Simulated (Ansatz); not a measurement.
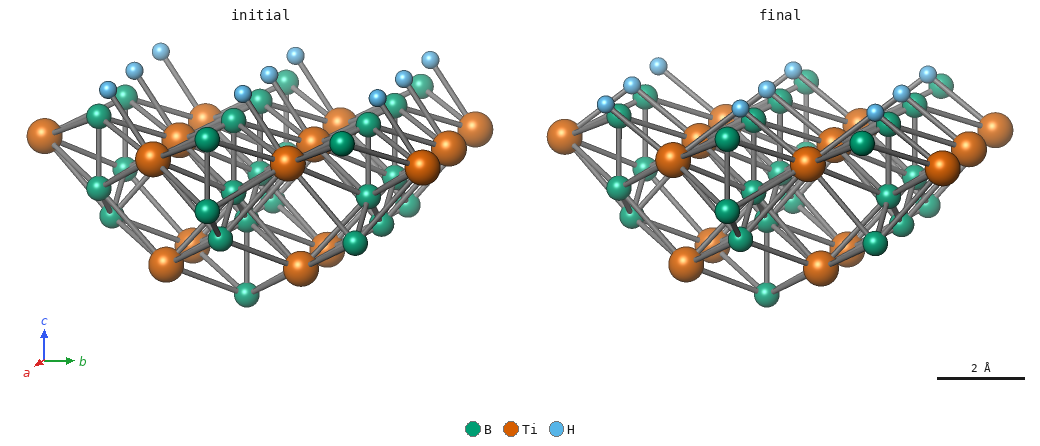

The structure of a slab of composition Ti3B6H (cut from the P6/mmm phase) before (left) and after (right) a constrained relaxation, at one scale.

A ball-and-stick model of the atoms within 5.8 Å of the atom that moves most (axes of the 2 × 3 repeat of the cell, outlined in the plane, without the vacuum), seen slightly off an axis.

Case: H put at a hollow Ti-B-B site. The slab is the (1 0 0) face of TiB2 with H on it. 4 atoms are held fixed.

The calculation used DFT PBEsol, scalar-relativistic, plane waves, PAW (Ansatz 0.2.0). (plane-wave cutoff 420 eV; k-point mesh 10 × 9 × 1; occupations gaussian; smearing width 0.1 eV; no spin polarisation; dipole correction; atoms relaxed in a fixed cell; force threshold 0.03 eV/Å; at most 70 steps)

> What changed between the two?

The energy falls by 0.650 eV per cell of the calculation in 4 accepted moves (5 points after the start). Largest force component: 1.2 eV/Å at the start, 0.029 eV/Å at the end. 1 step only repeated the SCF at the same geometry. The H atom moves most: 0.64 Å at 56° to the normal (−c side). Largest moves by element: H 0.64 Å, Ti 0.02 Å, B 0.01 Å. The cell doesn't change. Among the contacts that change: H–Ti 2.655 → 2.027 Å, H–Ti 1.915 → 2.025 Å, Ti–Ti 3.083 → 3.063 Å, B–B 1.753 → 1.744 Å. New bonds form: H–Ti (2.65 → 2.03 Å).

Limits of the set-up: the periodic images lie only 3.0 Å apart, so the values are limited by the cell's size.
